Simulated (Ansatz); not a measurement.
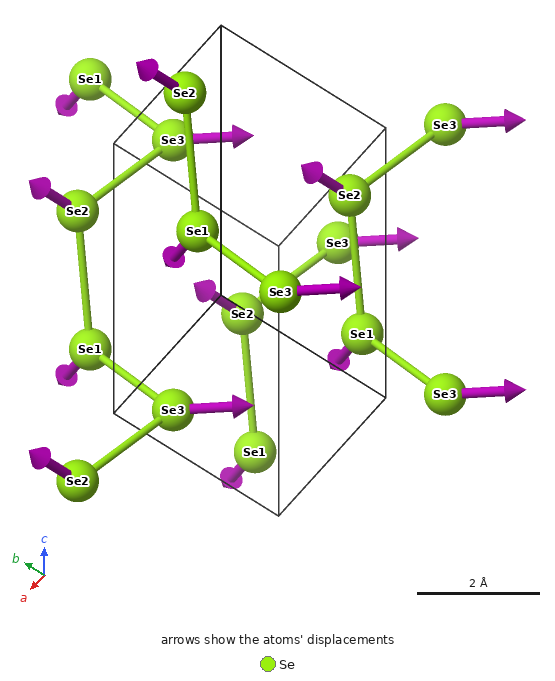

One vibrational mode of crystalline Se at the zone centre. The purple arrows are the displacements of the atoms (eigenvector over the root of the mass), of arbitrary overall length and sign. A ball-and-stick model of the cell of the calculation, seen from a free direction.

Computed with DFT PBE, scalar-relativistic, plane waves, PAW (Ansatz).

Input
```yaml
crystal:
  lattice:
    - [4.5257156281, 0.0, 0.0]
    - [-2.2628578141, 3.9193847043, 0.0]
    - [0.0, 0.0, 5.0436524507]
  atoms:
    - { symbol: Se, position: [0.2185979024, 0.0, 0.3333333333] }
    - { symbol: Se, position: [0.0, 0.2185979024, 0.6666666667] }
    - { symbol: Se, position: [0.7814020976, 0.7814020976, 0.0] }
basis:
  ecutwfc: 420
kpoints:
  mp_grid: { grid: [6, 6, 6] }
hamiltonian:
  xc: pbe
scf:
  occupations: { method: fixed }
output:
  eigenvalues: true
phonons:
  method: dfpt
  dielectric: true
  rigid_motions: translations
  eigenvectors: true
```

Run as
```bash
ansatz run input.yaml --threads 1 --pin off --max-ram 3072MiB --backend cpu --events-out ev --progress --plain --runs-dir out
```

Frequencies are those without the non-analytic (LO–TO) term.

Question: Describe the mode and give its frequency.

Answer: This is the A₁ mode at 28.6 meV, the highest optical level, Raman-active by symmetry. Atoms of one kind move against one another, with no net shift of their sublattice.
